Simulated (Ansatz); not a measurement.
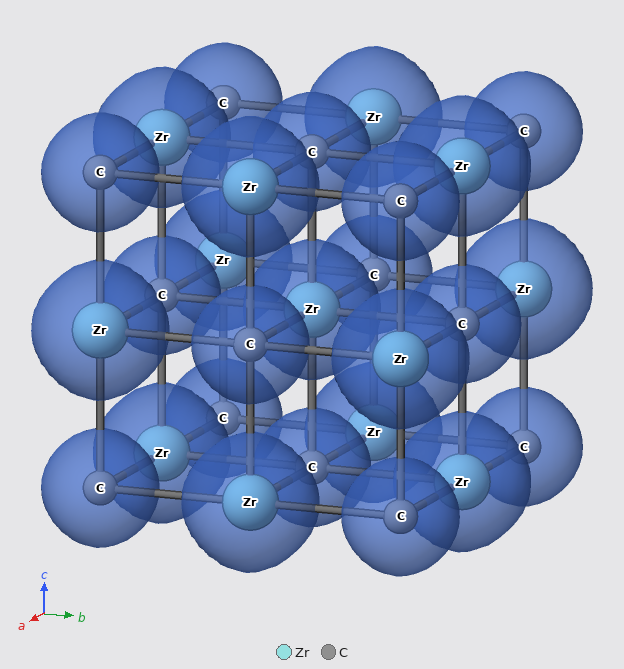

Figure 1: ZrC. Isosurface of the valence electron density at 0.6 e/Å³ (blue), seen slightly off an axis. Sticks mark near contacts.

Space group Fm-3m; computed pressure about −9 GPa in this cell.

Method: DFT PBEsol, scalar-relativistic, plane waves, PAW (Ansatz 0.2.0).

The density is the valence pseudo-density of a PAW calculation; it isn't the true density close to the nuclei.

```
CELL_PARAMETERS angstrom
4.73000 0.00000 0.00000
0.00000 4.73000 0.00000
0.00000 0.00000 4.73000
ATOMIC_POSITIONS crystal
Zr 0.50000 0.00000 0.00000
Zr 0.00000 0.50000 0.00000
Zr 0.00000 0.00000 0.50000
Zr 0.50000 0.50000 0.50000
C 0.00000 0.00000 0.00000
C 0.50000 0.50000 0.00000
C 0.50000 0.00000 0.50000
C 0.00000 0.50000 0.50000
```

Which contacts does the surface bridge?

At this value the density breaks into separate islands; it holds about 65 % of the electrons treated as valence (semicore included). It bridges none of the near contacts. It is pinched off along the sampled Zr–C (2.37 Å) contacts. On the grid the lowest density along these lines, outside the cores, is 0.43 e/Å³ (Zr–C, 2.37 Å).
